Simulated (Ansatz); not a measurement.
```
CELL_PARAMETERS angstrom
4.14194 0.00000 0.00000
-2.07097 3.58703 0.00000
0.00000 0.00000 2.59869
ATOMIC_POSITIONS crystal
Ru 0.00000 0.00000 0.00000
Ru 0.33333 0.66667 0.50000
Ru 0.66667 0.33333 0.50000
```

Space group P6/mmm; set up as Ru, omega (AlB2-type); a generated structure, not necessarily the stable one; changed on purpose from its base cell (volume × 0.96); computed pressure about 16 GPa in this cell; computed without spin polarisation.

Level of theory: DFT, LDA (PW92), plane waves (420 eV) with PAW, scalar-relativistic (Ansatz).

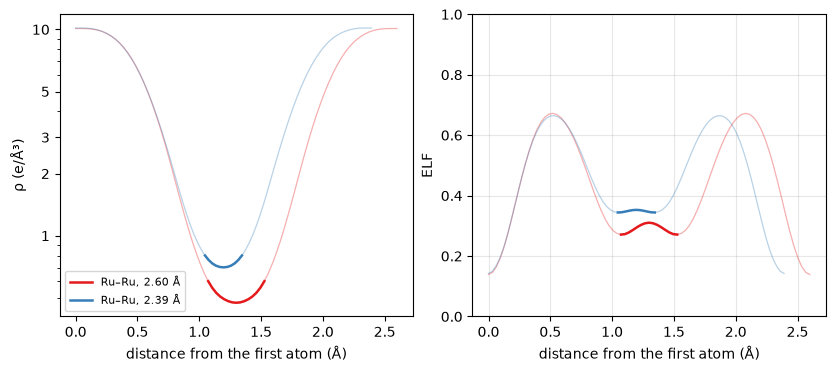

Ru. Valence pseudo-density and electron localisation function along straight lines between neighbouring atoms. Thin, pale parts lie inside the atomic spheres.

In a PAW calculation such maps are meaningful between the atoms, not at the nuclei.

**Compare the contacts.**

Ru–Ru (2.60 Å): the density is about 0.47 e/Å³ at the midpoint; the ELF is about 0.30 at the midpoint.
Ru–Ru (2.39 Å): ρ is about 0.7 e/Å³ halfway; the ELF is about 0.35 at the midpoint.
